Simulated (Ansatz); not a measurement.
# From AlGaN2 to AlGaAs2

System: AlGaN2 (4 atoms in the cell).
Method of the first run: DFT LDA, scalar-relativistic, plane waves, PAW, no spin polarisation (Ansatz 0.2.0).
System of the second run: AlGaAs2 (P-4m2, 4 atoms in the cell).

On the first run: The structure derives from a Materials Project entry. On the second run: The structure was made by swapping elements on the sites of another compound; it need not be a known phase. It belongs to a series of runs on one base structure; here: N -> As on all its sites, cell and atoms relaxed. Text and figures count atoms from 1; the logs count them from 0 in places.

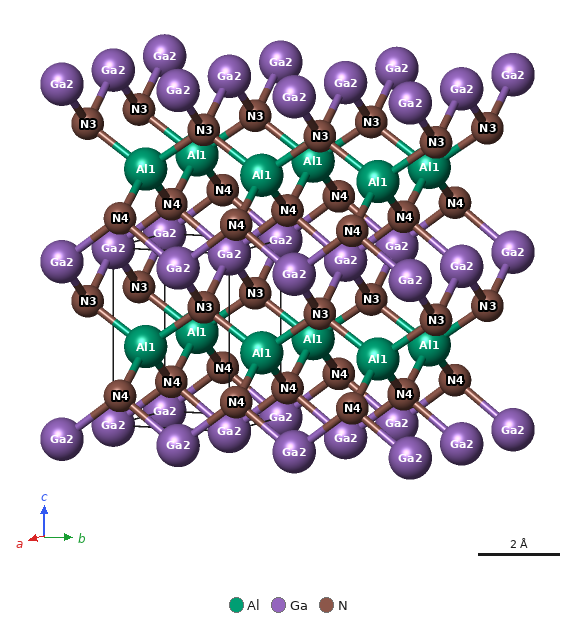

The structure as given in the input (ball-and-stick view of the cell of the calculation, repeated 2 × 3 × 2, seen slightly off an axis; atoms are numbered from 1 in the order of the input).

## Input file, the first run
```yaml
crystal:
  lattice:
    - [3.1408770487, 0.0, 0.0]
    - [0.0, 3.1408770487, 0.0]
    - [0.0, 0.0, 4.42383794]
  atoms:
    - { symbol: Al, position: [0.5, 0.5, 0.5] }
    - { symbol: Ga, position: [0.0, 0.0, 0.0] }
    - { symbol: "N", position: [0.5, 0.0, 0.73826481] }
    - { symbol: "N", position: [0.0, 0.5, 0.26173519] }
basis:
  ecutwfc: 420
kpoints:
  mp_grid: { grid: [6, 6, 4] }
hamiltonian:
  xc: lda
scf:
  occupations: { method: gaussian, width: 0.1 }
output:
  forces: true
  stress: true
  eigenvalues: true
```

Command:
```bash
ansatz run input.yaml --threads 1 --pin off --max-ram 2560MiB --backend cpu --events-out ev --progress --plain --runs-dir out
```

Hardware: 1 thread of Oxide Virtual Turin-like (Zen 5), 32 GiB of memory available, shared host.

## Output, shortened to warnings, some set-up lines, iterations and results (the first run)
```
Basis set: ecut = 420 eV, 855 PW (Γ)
Symmetry: 8 space group operations
k-points: 30 of 144 (time reversal used)
Initial density: superposition of atomic densities (neutral atoms: chi_scale 0, normalization atom), corrected by the library's trained network
[...]
SCF iter   1: F=—  HF=-4971.887828 eV  |F-HF|=—  |Δ(HF+E_count)|=         —  Δρ=1.13e-2  dr2=5.64e-2  ethr=1.77e-3  ⟨swp⟩=5.2  Hψ=2443  notcnv=0
SCF iter   2: F=—  HF=-4971.871926 eV  |F-HF|=—  |Δ(HF+E_count)|=   1.59e-2  Δρ=2.95e-3  dr2=2.47e-3  ethr=2.17e-4  ⟨swp⟩=1.9  Hψ=934  notcnv=0
SCF iter   3: F=—  HF=-4971.871101 eV  |F-HF|=—  |Δ(HF+E_count)|=   8.24e-4  Δρ=1.12e-3  dr2=1.87e-4  ethr=9.50e-6  ⟨swp⟩=2.5  Hψ=757  notcnv=0
SCF iter   4: F=—  HF=-4971.871046 eV  |F-HF|=—  |Δ(HF+E_count)|=   5.50e-5  Δρ=2.05e-4  dr2=1.85e-5  ethr=7.18e-7  ⟨swp⟩=2.6  Hψ=865  notcnv=0
SCF iter   5: F=—  HF=-4971.871028 eV  |F-HF|=—  |Δ(HF+E_count)|=   1.82e-5  Δρ=3.39e-5  dr2=2.95e-7  ethr=7.10e-8  ⟨swp⟩=2.0  Hψ=892  notcnv=0
SCF iter   6: F=-4971.871028 eV  HF=-4971.871028 eV  |F-HF|=1.06e-8  |Δ(HF+E_count)|=   3.38e-8  Δρ=4.77e-6  dr2=1.45e-8  ethr=3.85e-10  ⟨swp⟩=5.0  Hψ=2326  notcnv=0
SCF 1 converged in 6 iterations: F = -4971.871028 eV  dr2 = 1.45e-8
SCF converged after 6 iterations
Free energy (F): -4971.871028 eV
Harris-Foulkes:  -4971.871028 eV  (|F-HF|=1.06e-8)
Internal energy: -4971.871028 eV  (E = F + TS)
E sigma→0 (E₀):  -4971.871028 eV
Fermi energy:    9.511577 eV
--- Per-component energies (eV) ---
  E_band       = -7.587271
  E_kinetic    = 405.323399
  E_local      = -2469.838651  (includes V_loc(G=0)·N_el)
  E_nonlocal   = 535.033225
  E_hartree    = 1114.513193
  E_xc         = -228.213938
  E_vxc        = -241.512678  (∫ρ·V_xc dr)
  E_paw        = -2597.022923  (= ΣΔE_a)
  E_vpaw       = -465.622120  (= ΣTr[D̂ρ^β])
  E_aug_tail   = 0.000103  (compensation charges beyond the density's cutoff)
  E_ewald      = -1733.609721
  E_core_change = 1.944285  (= ΣΔE_core)
  E_smearing   = -0.000000  (= −TS)
  E_closure    = -0.000000  (closes the sum)
  Σ components = -4971.871028   (vs F -4971.871028, Δ=0.00e0)
--- Forces (eV/Å), atoms counted from 1 ---
  atom   1  Al    -0.00000000     0.00000000     0.00000000
  atom   2  Ga    -0.00000000     0.00000000     0.00000000
  atom   3  N      0.00000000     0.00000000     0.19554333
  atom   4  N      0.00000000     0.00000000    -0.19554333
  max |Σ_I F_I| component: 2.78e-17 eV/Å
--- Stress (GPa, compression-positive) ---
       -4.897849       0.000000       0.000000
        0.000000      -4.897849       0.000000
       -0.000000       0.000000      -5.143338
  P = ⅓ Tr σ = -4.9797 GPa (-49.797 kbar)
```

For the second run the input was changed thus:
```diff
-    - [3.1408770487, 0.0, 0.0]
-    - [0.0, 3.1408770487, 0.0]
-    - [0.0, 0.0, 4.42383794]
+    - [3.5995275633, 0.0, 0.0]
+    - [0.0, 3.5995275633, 0.0]
+    - [0.0, 0.0, 5.0658318495]
-    - { symbol: "N", position: [0.5, 0.0, 0.73826481] }
-    - { symbol: "N", position: [0.0, 0.5, 0.26173519] }
+    - { symbol: As, position: [0.5, 0.0, 0.7400513254] }
+    - { symbol: As, position: [0.0, 0.5, 0.2599486746] }
```

How does the second run compare with the first run?

The total energies belong to different systems, so their difference says nothing on which is more stable or more accurate. The gap on the mesh goes from 2.86 to 0.63 eV. The pressure goes from −4.98 to 43.08 GPa. The largest force goes from 0.196 to 1.206 eV/Å. The volume per atom goes from 10.91 to 16.41 Å³. The number of SCF iterations is the same. The plane waves at Γ go from 855 to 1273.

## Output, shortened to warnings, some set-up lines, iterations and results (the second run)
```
Basis set: ecut = 420 eV, 1273 PW (Γ)
Symmetry: 8 space group operations
k-points: 30 of 144 (time reversal used)
Initial density: superposition of atomic densities (neutral atoms: chi_scale 0, normalization atom), corrected by the library's trained network
[...]
SCF iter   1: F=—  HF=-13766.329407 eV  |F-HF|=—  |Δ(HF+E_count)|=         —  Δρ=5.04e-3  dr2=6.62e-3  ethr=1.77e-3  ⟨swp⟩=6.3  Hψ=3670  notcnv=0
SCF iter   2: F=—  HF=-13766.327573 eV  |F-HF|=—  |Δ(HF+E_count)|=   1.83e-3  Δρ=2.52e-3  dr2=2.03e-3  ethr=1.44e-5  ⟨swp⟩=2.9  Hψ=1888  notcnv=0
SCF iter   3: F=—  HF=-13766.327089 eV  |F-HF|=—  |Δ(HF+E_count)|=   4.84e-4  Δρ=7.33e-4  dr2=1.49e-4  ethr=4.41e-6  ⟨swp⟩=2.0  Hψ=1195  notcnv=0
SCF iter   4: F=—  HF=-13766.327006 eV  |F-HF|=—  |Δ(HF+E_count)|=   8.26e-5  Δρ=1.70e-4  dr2=1.58e-5  ethr=3.23e-7  ⟨swp⟩=2.1  Hψ=1245  notcnv=0
SCF iter   5: F=—  HF=-13766.327001 eV  |F-HF|=—  |Δ(HF+E_count)|=   5.07e-6  Δρ=5.88e-5  dr2=1.77e-6  ethr=3.43e-8  ⟨swp⟩=2.0  Hψ=1197  notcnv=0
SCF iter   6: F=-13766.327001 eV  HF=-13766.327001 eV  |F-HF|=2.20e-8  |Δ(HF+E_count)|=   3.80e-7  Δρ=1.03e-5  dr2=7.96e-8  ethr=2.17e-10  ⟨swp⟩=7.4  Hψ=4373  notcnv=0
SCF 1 converged in 6 iterations: F = -13766.327001 eV  dr2 = 7.96e-8
SCF converged after 6 iterations
Free energy (F): -13766.327001 eV
Harris-Foulkes:  -13766.327001 eV  (|F-HF|=2.20e-8)
Internal energy: -13766.327001 eV  (E = F + TS)
E sigma→0 (E₀):  -13766.327001 eV
Entropy (-TS):   -0.000000 eV (-0.000 meV/atom)
Fermi energy:    11.925093 eV
--- Per-component energies (eV) ---
  E_band       = -423.086252
  E_kinetic    = 370.208680
  E_local      = -5549.086436  (includes V_loc(G=0)·N_el)
  E_nonlocal   = -891.197227
  E_hartree    = 2934.259639
  E_xc         = -277.471286
  E_vxc        = -261.492712  (∫ρ·V_xc dr)
  E_paw        = -5862.315633  (= ΣΔE_a)
  E_vpaw       = 39.947645  (= ΣTr[D̂ρ^β])
  E_aug_tail   = -0.000090  (compensation charges beyond the density's cutoff)
  E_ewald      = -4496.659305
  E_core_change = 5.934657  (= ΣΔE_core)
  E_smearing   = -0.000000  (= −TS)
  E_closure    = -0.000000  (closes the sum)
  Σ components = -13766.327001   (vs F -13766.327001, Δ=0.00e0)
--- Forces (eV/Å), atoms counted from 1 ---
  atom   1  Al    -0.00000000     0.00000000     0.00000000
  atom   2  Ga    -0.00000000     0.00000000     0.00000000
  atom   3  As     0.00000000     0.00000000     1.20561513
  atom   4  As     0.00000000     0.00000000    -1.20561513
  max |Σ_I F_I| component: 2.22e-16 eV/Å
--- Stress (GPa, compression-positive) ---
       43.641590       0.000000      -0.000000
        0.000000      43.641590       0.000000
       -0.000000       0.000000      41.942967
  P = ⅓ Tr σ = 43.0754 GPa (430.754 kbar)
```

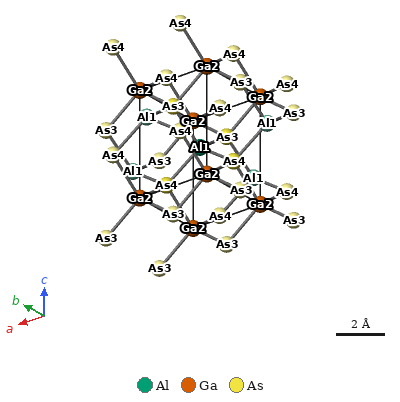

The input structure of the second run (ball-and-stick view of the cell of the calculation, seen at an oblique angle; neighbours outside the cell are drawn fainter; atoms are numbered from 1 in the order of the input).

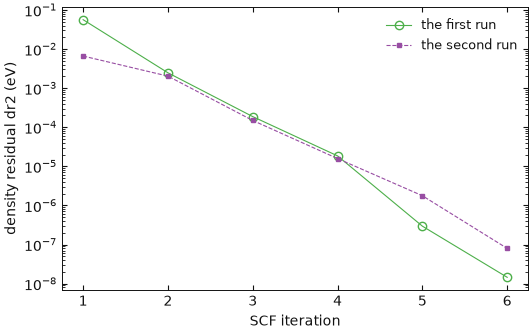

Convergence of the two runs: density residual dr2 against the SCF iteration. The first run takes 6 iterations in all, and the second run takes 6.

## The two runs side by side

```tsv
quantity	the first run	the second run
outcome	converged	converged
free energy per atom (eV)	−1242.9678	−3441.5818
gap on the mesh (eV)	2.86	0.63
pressure (GPa)	−4.98	43.08
volume per atom (Å³)	10.91	16.41
largest force (eV/Å)	0.196	1.206
SCF iterations	6	6
irreducible k-points	30	30
plane waves at Γ	855	1273
wall time (shared host)	3.9 s	5.2 s
```

For the second run: The cell is under a pressure of 43 GPa at this level, so it is not at its equilibrium volume.
